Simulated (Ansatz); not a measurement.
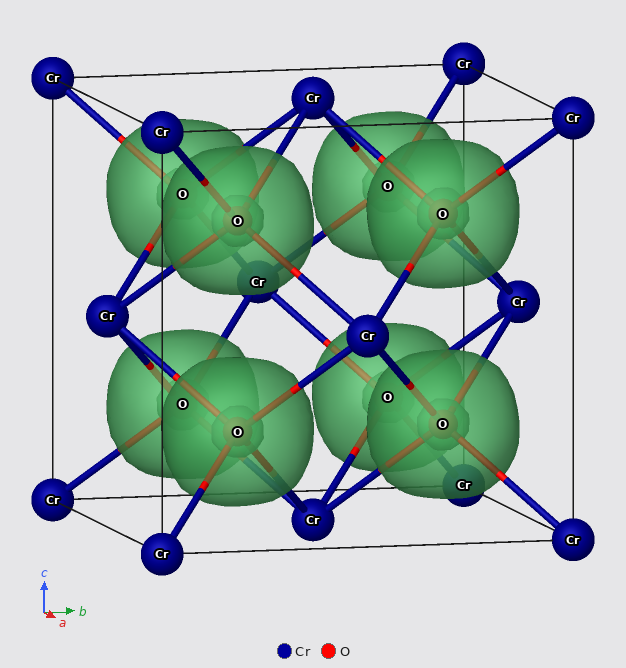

The picture shows: CrO$_{2}$. Isosurface of the ELF at 0.6 (green), seen slightly off an axis. Only the valence region is drawn (cores and ρ < 0.01 e/Å³ removed). Sticks mark near contacts.

Space group Fm-3m; started from the fluorite_225 prototype, which need not be the ambient phase; spin-polarised.

Computed with DFT PBE, scalar-relativistic, plane waves, PAW (Ansatz 0.2.0).

Q: Identify the bonds, lone pairs and shells in this picture.

A: The ELF exceeds this value in eight regions wrapped around O (the valence shell of each), counted in one cell of 12 atoms. Any copies at cell faces, edges or corners count once. Along the contacts the grid gives the following. Cr–O (2.04 Å): the ELF peaks at about 0.85 in the valence shell of O, 0.7 Å from its nucleus, and is about 0.25 at the midpoint; no localised pair shows between them.
